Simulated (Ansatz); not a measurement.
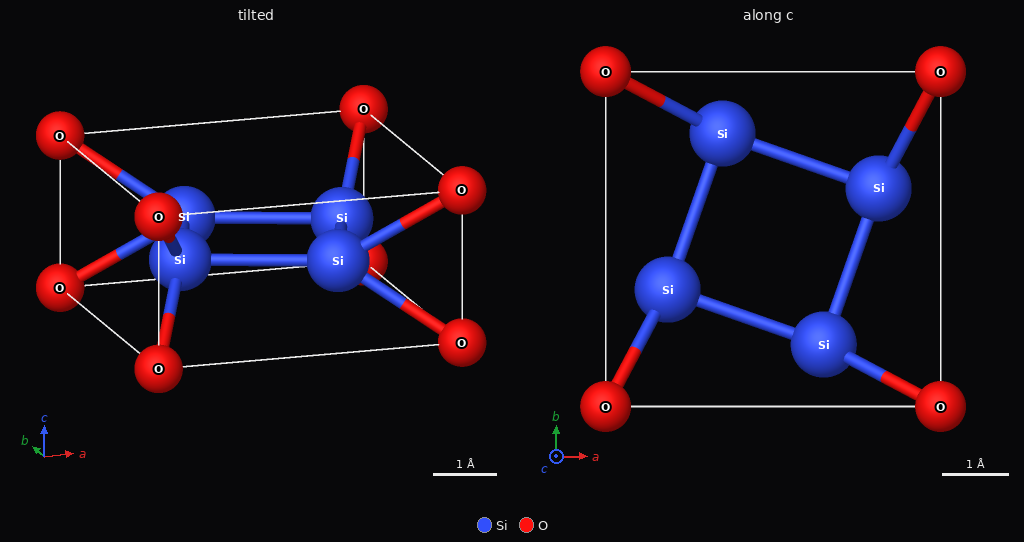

Structure drawing (ball-and-stick), viewed slightly off an axis and along the c axis. The parallelepiped is the conventional unit cell. Cell: a = 5.15 Å, b = 5.15 Å, c = 2.55 Å, α = 90.00°, β = 90.00°, γ = 90.00°.

Starting structure: a random cell made by a generator, so it need not be a real form of the compound. Earlier steps of the study, as a rule a relaxation of our own, may have changed the cell and positions, so they can lie some per cent off the listed ones. It went into a calculation with Ansatz.

**State composition, symmetry and coordination.**

The structure is one of Si4O. It belongs to space group P4/m (No. 83) and has a primitive tetragonal lattice. One cell contains 4 Si, 1 O, 5 atoms in all. By contacts within bonding range, the coordination numbers are Si 7 and O 8.

The calculation used DFT PBE, scalar-relativistic, plane waves, PAW (Ansatz), with 420 eV cutoff, k-grid 8×8×14, Gaussian smearing of 0.1 eV, no spin polarisation.

**Metal or not?**

A metal: bands cross the Fermi level.

**How charged are the atoms, by the Bader scheme?**

Si +0.29 e; O -1.17 e.

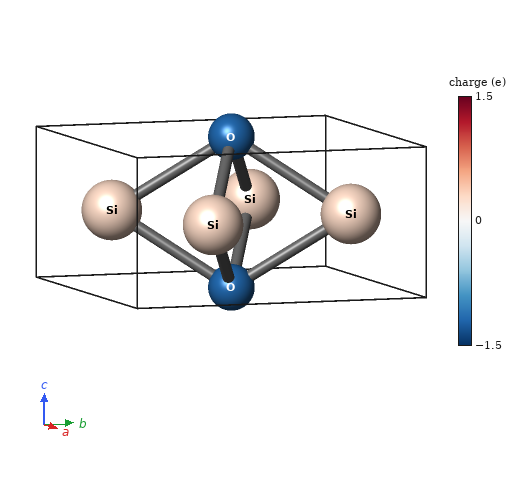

The atoms coloured by those charges. The run's cell of 5 atoms is drawn, so axes and origin can differ from the first picture.

**Is the structure in equilibrium?**

Yes. All forces vanish to within 0.01 eV/Å. The pressure is 0.0 GPa, close to zero.
